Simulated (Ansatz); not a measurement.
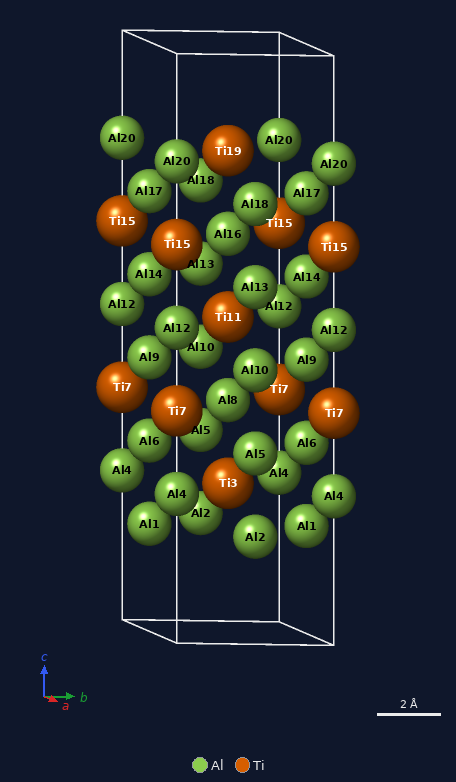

Fig. 1: The structure (spheres-only view of the cell of the calculation, with the vacuum cut short, seen slightly off an axis; atoms are numbered from 1 in the order of the input). An atom can appear more than once, as a periodic image.

**What a change does: single-point calculation on TiAl3**

System: TiAl3 (slab, 20 atoms in the cell).
Method of the first run: DFT r2SCAN, scalar-relativistic, plane waves, PAW, no spin polarisation (Ansatz 0.2.0).

The structure derives from a Materials Project entry. Text and figures count atoms from 1; the logs count them from 0 in places.

## Input, the first run
```yaml
crystal:
  lattice:
    - [5.0642163393, 0.0, 0.0]
    - [2.1767051331, 4.5725531046, 0.0]
    - [0.0, 0.0, 27.1678957498]
  atoms:
    - { symbol: Al, position: [0.5, 0.0, 0.27606113] }
    - { symbol: Al, position: [0.0, 0.5, 0.27606113] }
    - { symbol: Ti, position: [0.5, 0.5, 0.3258253233] }
    - { symbol: Al, position: [0.0, 0.0, 0.3258253233] }
    - { symbol: Al, position: [0.0, 0.5, 0.3755895167] }
    - { symbol: Al, position: [0.5, 0.0, 0.3755895167] }
    - { symbol: Ti, position: [0.0, 0.0, 0.42535371] }
    - { symbol: Al, position: [0.5, 0.5, 0.42535371] }
    - { symbol: Al, position: [0.5, 0.0, 0.4751179033] }
    - { symbol: Al, position: [0.0, 0.5, 0.4751179033] }
    - { symbol: Ti, position: [0.5, 0.5, 0.5248820967] }
    - { symbol: Al, position: [0.0, 0.0, 0.5248820967] }
    - { symbol: Al, position: [0.0, 0.5, 0.57464629] }
    - { symbol: Al, position: [0.5, 0.0, 0.57464629] }
    - { symbol: Ti, position: [0.0, 0.0, 0.6244104833] }
    - { symbol: Al, position: [0.5, 0.5, 0.6244104833] }
    - { symbol: Al, position: [0.5, 0.0, 0.6741746767] }
    - { symbol: Al, position: [0.0, 0.5, 0.6741746767] }
    - { symbol: Ti, position: [0.5, 0.5, 0.72393887] }
    - { symbol: Al, position: [0.0, 0.0, 0.72393887] }
basis:
  ecutwfc: 500
kpoints:
  mp_grid: { grid: [8, 8, 1] }
hamiltonian:
  xc: r2scan
scf:
  occupations: { method: gaussian, width: 0.1 }
output:
  forces: true
  stress: true
  eigenvalues: true
  write_density: true
  write_potential: true
  elf: true
  volumetric_format: npy
efield:
  axis: 3
  dipole_correction: true
  ramp_width: 0.04
```

Launched with:
```bash
ansatz run input.yaml --threads 2 --pin off --max-ram 5120MiB --backend cpu --events-out ev --progress --plain --runs-dir out
```

Hardware: 2 threads of AMD EPYC (Zen 3), 32 GiB of memory available, shared host.

## Output, shortened to warnings, some set-up lines, iterations and results (the first run)
```
WARN: The output density's exchange-correlation potential varies sharply where the density is thin. Do not read a vacuum level from v_tot or v_xc, or from such a field of the output density. On a cell that repeats whose density bears no net charge and no dipole along the vacuum's axis use v_es (v_loc + v_h of the components); under efield.dipole_correction with no amplitude use v_es + v_field, …
Basis set: ecut = 500 eV, 15941 PW (Γ), exchange–correlation on 160×160×800 points (64 copies of the dense FFT grid, shifted against one another)
Symmetry: 4 space group operations
k-points: 21 of 64
Initial density: superposition of atomic densities (neutral atoms: chi_scale 0, normalization atom), corrected by the library's trained network
[...]
SCF iter   1: F=—  HF=-20630.761259 eV  |F-HF|=—  |Δ(HF+E_count)|=         —  Δρ=9.89e-3  dr2=1.09e0  dr2_τ=1.33e-1  ethr=1.77e-3  p=0.071 e·Å  D=2.03e-2 V/Å  ΔV_dip=-0.55 eV …
SCF iter   2: F=—  HF=-20630.925700 eV  |F-HF|=—  |Δ(HF+E_count)|=   1.64e-1  Δρ=5.20e-3  dr2=2.21e-1  dr2_τ=2.74e-2  ethr=1.04e-3  p=0.037 e·Å  D=1.07e-2 V/Å  ΔV_dip=-0.29 …
SCF iter   3: F=—  HF=-20630.919751 eV  |F-HF|=—  |Δ(HF+E_count)|=   5.95e-3  Δρ=2.20e-3  dr2=5.59e-2  dr2_τ=1.65e-3  ethr=2.10e-4  p=0.032 e·Å  D=9.13e-3 V/Å  ΔV_dip=-0.25 …
SCF iter   4: F=—  HF=-20630.915450 eV  |F-HF|=—  |Δ(HF+E_count)|=   4.30e-3  Δρ=8.85e-4  dr2=7.21e-3  dr2_τ=6.28e-5  ethr=5.32e-5  p=0.027 e·Å  D=7.85e-3 V/Å  ΔV_dip=-0.21 …
SCF iter   5: F=—  HF=-20630.914431 eV  |F-HF|=—  |Δ(HF+E_count)|=   1.02e-3  Δρ=2.38e-4  dr2=5.82e-4  dr2_τ=1.57e-5  ethr=6.86e-6  p=0.024 e·Å  D=6.93e-3 V/Å  ΔV_dip=-0.19 …
SCF iter   6: F=—  HF=-20630.914498 eV  |F-HF|=—  |Δ(HF+E_count)|=   6.62e-5  Δρ=5.69e-5  dr2=4.23e-5  dr2_τ=1.61e-6  ethr=5.55e-7  p=0.022 e·Å  D=6.39e-3 V/Å  ΔV_dip=-0.17 …
SCF iter   7: F=—  HF=-20630.914441 eV  |F-HF|=—  |Δ(HF+E_count)|=   5.67e-5  Δρ=2.38e-5  dr2=9.27e-6  dr2_τ=1.64e-7  ethr=4.03e-8  p=0.022 e·Å  D=6.25e-3 V/Å  ΔV_dip=-0.17 …
SCF iter   8: F=—  HF=-20630.914441 eV  |F-HF|=—  |Δ(HF+E_count)|=   4.16e-7  Δρ=1.03e-5  dr2=1.30e-6  dr2_τ=3.46e-8  ethr=8.83e-9  p=0.021 e·Å  D=6.14e-3 V/Å  ΔV_dip=-0.17 …
SCF iter   9: F=-20630.914441 eV  HF=-20630.914441 eV  |F-HF|=1.46e-8  |Δ(HF+E_count)|=   3.54e-8  Δρ=2.19e-6  dr2=4.25e-8  dr2_τ=1.80e-9  ethr=9.52e-11  p=0.021 e·Å  …
SCF 1 converged in 9 iterations: F = -20630.914441 eV  dr2 = 4.25e-8
WARN: The output density's exchange-correlation potential varies sharply where the density is thin. Do not read a vacuum level from v_tot or v_xc, or from such a field of the output density. On a cell that repeats whose density bears no net charge and no dipole along the vacuum's axis use v_es …
SCF converged after 9 iterations
Free energy (F): -20630.914441 eV
Harris-Foulkes:  -20630.914441 eV  (|F-HF|=1.46e-8)
Internal energy: -20630.851462 eV  (E = F + TS)
E sigma→0 (E₀):  -20630.882952 eV
Entropy (-TS):   -0.062979 eV (-3.149 meV/atom)
Fermi energy:    2.813260 eV
Dipole field:    D = 0.006120 V/Å  (p = 0.021277 e·Å, saw-weighted, corrected)
Work function:   Φ+ = 4.0556 eV   Φ− = 4.2219 eV
[...]
```

The input of the second run differs as follows (lines with − go, lines with + come):
```diff
+  convergence: { dr2_threshold: 1.0e-08 }
+  initial_density: { chi_scale: 0.0 }
-  write_density: true
-  write_potential: true
-  elf: true
-  volumetric_format: npy
```

Predict how the results change.

Both reach the same energy, so the change doesn't alter the result. The SCF takes 12 iterations against 9. The two runs start from different initial densities, which also moves the count.

## Output, shortened to warnings, some set-up lines, iterations and results (the second run)
```
Warning: output.stress: scf.convergence.dr2_threshold = 1e-8 eV is looser than the 2e-9 eV advised for a printed stress (1e-10 eV for each atom of the cell: 20). What an SCF threshold leaves in a stress goes as its square root, and in the free energy as the threshold itself, and one threshold admits the most on a small cell: of the crystals measured, under no hybrid functional and no lock of the …
Basis set: ecut = 500 eV, 15941 PW (Γ), exchange–correlation on 160×160×800 points (64 copies of the dense FFT grid, shifted against one another)
Symmetry: 4 space group operations
k-points: 21 of 64
Initial density: superposition of atomic densities (chi_scale 0, normalization cell)
[...]
SCF iter   1: F=—  HF=-20635.468704 eV  |F-HF|=—  |Δ(HF+E_count)|=         —  Δρ=3.55e-2  dr2=1.02e2  dr2_τ=3.61e-1  ethr=3.10e-3  p=-0.016 e·Å  D=-4.57e-3 V/Å  ΔV_dip=0.12 …
SCF iter   2: F=—  HF=-20631.434453 eV  |F-HF|=—  |Δ(HF+E_count)|=    4.03e0  Δρ=2.25e-2  dr2=9.15e0  dr2_τ=3.05e-1  ethr=3.10e-3  p=-0.242 e·Å  D=-6.95e-2 V/Å  ΔV_dip=1.89 …
SCF iter   3: F=—  HF=-20630.991953 eV  |F-HF|=—  |Δ(HF+E_count)|=   4.42e-1  Δρ=8.70e-3  dr2=2.10e0  dr2_τ=4.44e-2  ethr=3.10e-3  p=-0.049 e·Å  D=-1.41e-2 V/Å  ΔV_dip=0.38 …
SCF iter   4: F=—  HF=-20630.920796 eV  |F-HF|=—  |Δ(HF+E_count)|=   7.12e-2  Δρ=1.73e-3  dr2=1.04e-1  dr2_τ=4.02e-3  ethr=2.00e-3  p=-0.004 e·Å  D=-1.15e-3 V/Å  ΔV_dip=0.03 …
SCF iter   5: F=—  HF=-20630.912440 eV  |F-HF|=—  |Δ(HF+E_count)|=   8.36e-3  Δρ=5.56e-4  dr2=1.14e-2  dr2_τ=7.57e-5  ethr=9.87e-5  p=0.003 e·Å  D=8.71e-4 V/Å  ΔV_dip=-0.02 …
SCF iter   6: F=—  HF=-20630.914365 eV  |F-HF|=—  |Δ(HF+E_count)|=   1.92e-3  Δρ=3.52e-4  dr2=1.94e-3  dr2_τ=2.43e-5  ethr=1.09e-5  p=0.015 e·Å  D=4.22e-3 V/Å  ΔV_dip=-0.11 …
SCF iter   7: F=—  HF=-20630.914462 eV  |F-HF|=—  |Δ(HF+E_count)|=   9.79e-5  Δρ=1.03e-4  dr2=1.62e-4  dr2_τ=1.60e-6  ethr=1.85e-6  p=0.019 e·Å  D=5.43e-3 V/Å  ΔV_dip=-0.15 …
SCF iter   8: F=—  HF=-20630.914497 eV  |F-HF|=—  |Δ(HF+E_count)|=   3.43e-5  Δρ=4.04e-5  dr2=2.55e-5  dr2_τ=8.54e-7  ethr=1.54e-7  p=0.021 e·Å  D=6.02e-3 V/Å  ΔV_dip=-0.16 …
SCF iter   9: F=—  HF=-20630.914501 eV  |F-HF|=—  |Δ(HF+E_count)|=   4.16e-6  Δρ=1.41e-5  dr2=3.70e-6  dr2_τ=9.74e-8  ethr=2.43e-8  p=0.021 e·Å  D=6.10e-3 V/Å  ΔV_dip=-0.17 …
SCF iter  10: F=—  HF=-20630.914441 eV  |F-HF|=—  |Δ(HF+E_count)|=   5.97e-5  Δρ=4.97e-6  dr2=3.55e-7  dr2_τ=1.20e-8  ethr=3.52e-9  p=0.021 e·Å  D=6.11e-3 V/Å  ΔV_dip=-0.17 …
SCF iter  11: F=—  HF=-20630.914441 eV  |F-HF|=—  |Δ(HF+E_count)|=   4.55e-8  Δρ=1.32e-6  dr2=1.78e-8  dr2_τ=1.09e-9  ethr=3.38e-10  p=0.021 e·Å  D=6.11e-3 V/Å  ΔV_dip=-0.17 …
SCF iter  12: F=-20630.914441 eV  HF=-20630.914441 eV  |F-HF|=1.21e-9  |Δ(HF+E_count)|=   7.41e-9  Δρ=5.48e-7  dr2=3.62e-9  dr2_τ=1.03e-10  ethr=9.52e-12  p=0.021 e·Å  …
SCF 1 converged in 12 iterations: F = -20630.914441 eV  dr2 = 3.62e-9
SCF converged after 12 iterations
Free energy (F): -20630.914441 eV
Harris-Foulkes:  -20630.914441 eV  (|F-HF|=1.21e-9)
Internal energy: -20630.851462 eV  (E = F + TS)
E sigma→0 (E₀):  -20630.882952 eV
Entropy (-TS):   -0.062979 eV (-3.149 meV/atom)
Fermi energy:    2.813228 eV
Dipole field:    D = 0.006107 V/Å  (p = 0.021231 e·Å, saw-weighted, corrected)
Work function:   Φ+ = 4.0560 eV   Φ− = 4.2219 eV
Levels:          The Fermi level and band energies are counted from a zero that moves with the ramp; work functions are not
--- Per-component energies (eV) ---
  E_band       = -1545.375468
  E_kinetic    = 1709.534784
  E_local      = -55287.346202  (includes V_loc(G=0)·N_el)
  E_nonlocal   = 190.330741
  E_hartree    = 26932.193135
  E_xc         = -1013.639114
  E_vxc        = -1127.904106  (∫ρ·V_xc dr)
  E_paw        = -12385.182287  (= ΣΔE_a)
  E_vpaw       = -957.866808  (= ΣTr[D̂ρ^β])
  E_aug_tail   = 0.000455  (compensation charges beyond the density's cutoff)
  E_vtau       = 63.669831  (kinetic-family band-sum trace: ∫τ·v_τ [+ j·A + Jᵃ·Aᵃ] dr)
  E_efield     = 0.000065  (sawtooth field / dipole correction)
  E_vefield    = -0.185637  (∫n·V_field dr)
  E_ewald      = 19225.425868
  E_core_change = -2.168906  (= ΣΔE_core)
  E_smearing   = -0.062979  (= −TS)
  E_closure    = -0.000000  (closes the sum)
  Σ components = -20630.914441   (vs F -20630.914441, Δ=0.00e0)
--- Forces (eV/Å), atoms counted from 1 ---
  atom   1  Al     0.00000000     0.00000000     0.48384978
  atom   2  Al    -0.00000000     0.00000000     0.48384978
  atom   3  Ti     0.00000000     0.00000000    -0.29146685
  atom   4  Al     0.00000000     0.00000000    -0.84437070
  atom   5  Al     0.00000000     0.00000000    -0.09278339
  atom   6  Al     0.00000000     0.00000000    -0.09278339
  atom   7  Ti     0.00000000     0.00000000     0.47308731
  atom   8  Al     0.00000000     0.00000000    -0.04546379
  atom   9  Al    -0.00000000     0.00000000    -0.00414999
  atom  10  Al     0.00000000     0.00000000    -0.00414999
  atom  11  Ti     0.00000000     0.00000000    -0.11088685
  atom  12  Al     0.00000000    -0.00000000     0.04470120
  atom  13  Al    -0.00000000    -0.00000000     0.07540187
  atom  14  Al    -0.00000000     0.00000000     0.07540187
  atom  15  Ti     0.00000000     0.00000000    -0.73344072
  atom  16  Al     0.00000000     0.00000000     0.07945343
  atom  17  Al    -0.00000000     0.00000000     0.42800189
  atom  18  Al     0.00000000     0.00000000     0.42800189
  atom  19  Ti    -0.00000000     0.00000000    -0.66033464
  atom  20  Al    -0.00000000     0.00000000     0.30809480
  max |Σ_I F_I| component: 1.35e-5 eV/Å
--- Stress (GPa, compression-positive) ---
[...]
```

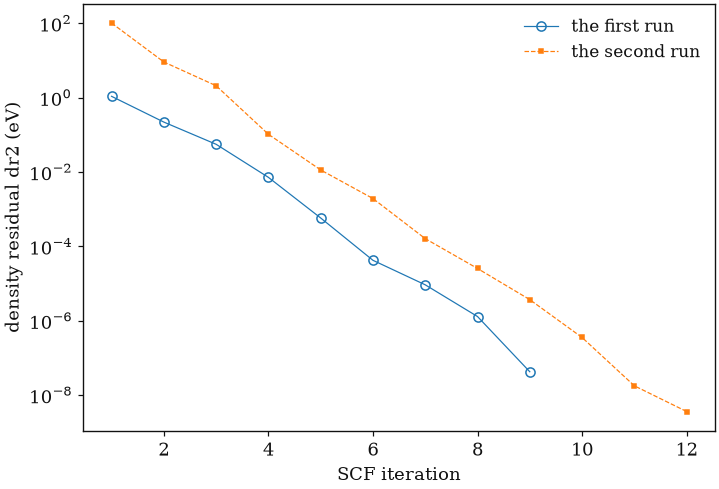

Fig. 2: Convergence of the two runs: density residual dr2 against the SCF iteration. The first run takes 9 iterations in all, and the second run takes 12.

## The two runs side by side

```csv
quantity,the first run,the second run
outcome,converged,converged
free energy per atom (eV),−1031.5457,−1031.5457
"energy per atom, smearing taken to zero (eV)",−1031.5441,−1031.5441
gap on the mesh (eV),0.00,0.00
work function (eV),4.06,–
largest force (eV/Å),0.844,0.844
SCF iterations,9,12
irreducible k-points,21,21
plane waves at Γ,15941,15941
wall time (shared host),2.5 min,2 min
```

For the first run: Warnings: the exchange-correlation potential is rough where the density is thin. For the second run: Warnings: the SCF threshold is looser than advised for the printed stress.
